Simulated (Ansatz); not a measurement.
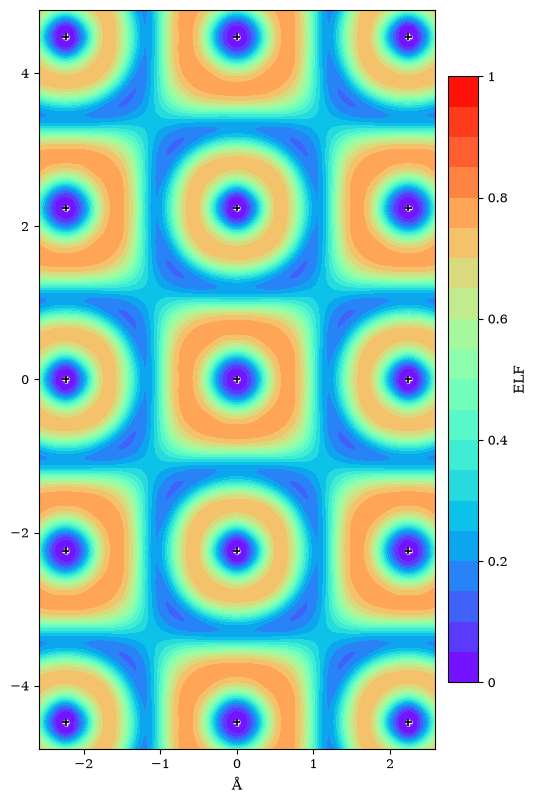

The electron localisation function on a plane through atoms (crosses mark nuclei in the plane).

The calculation used DFT PBE, spin-orbit coupling, plane waves, PAW in Ansatz 0.2.0.

Candidates:
A. Au, a = 4.16 Å, b = 4.16 Å, c = 4.16 Å, α = 90.00°, β = 90.00°, γ = 90.00°. Space group Fm-3m.
B. TaC, a = 4.48 Å, b = 4.48 Å, c = 4.48 Å, α = 90.00°, β = 90.00°, γ = 90.00°. Space group Fm-3m.

Which system is this?

Candidate B: TaC on the (010) plane of the conventional cell, which holds Ta and C. Ta–C (2.24 Å): the ELF peaks at about 0.75 in the valence shell of C, 0.7 Å from its nucleus, and is about 0.25 at the midpoint.
